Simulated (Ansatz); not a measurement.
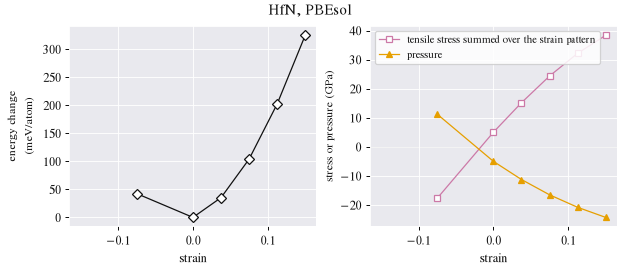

Plotted: energy change, tensile stress summed over the strain pattern and pressure against strain for HfN, space group F-43m (No. 216).

Structure:
```yaml
crystal:
  lattice:
    - [0.00000, 2.45482, 2.45482]
    - [2.45482, 0.00000, 2.45482]
    - [2.45482, 2.45482, 0.00000]
  atoms:
    - { symbol: Hf, position: [0.00000, 0.00000, 0.00000] }
    - { symbol: N, position: [0.75000, 0.75000, 0.75000] }
```

How it was computed, with Ansatz 0.2.0: homogeneous strain of a crystal along one Voigt pattern with engineering shear, fractional coordinates fixed, by plane-wave density functional theory with PAW datasets, free energies less that of the undisturbed cell, pressure positive in compression; scalar-relativistic. Level: PBEsol, no spin polarisation.

wave cutoff 420 eV; k mesh 16×16×16; occupations Gaussian; smearing width 0.15 eV; k shift (0, 0, 0) (mesh steps); start as given; strain pattern (0, 0, 1, 0, 0, 0) (xx yy zz yz xz xy with engineering shear).

The points at strain −0.1500 and −0.1125 are left out of the plot. What values does the calculation give there?

```tsv
strain	energy change (meV/atom)	tensile stress summed over the strain pattern (GPa)	pressure (GPa)
-0.1500	250	-42.4	33.3
-0.1125	125	-30.0	21.4
```

Limits of the calculation: no spin polarisation, a magnetic state may lie lower; reference crystal is not relaxed.
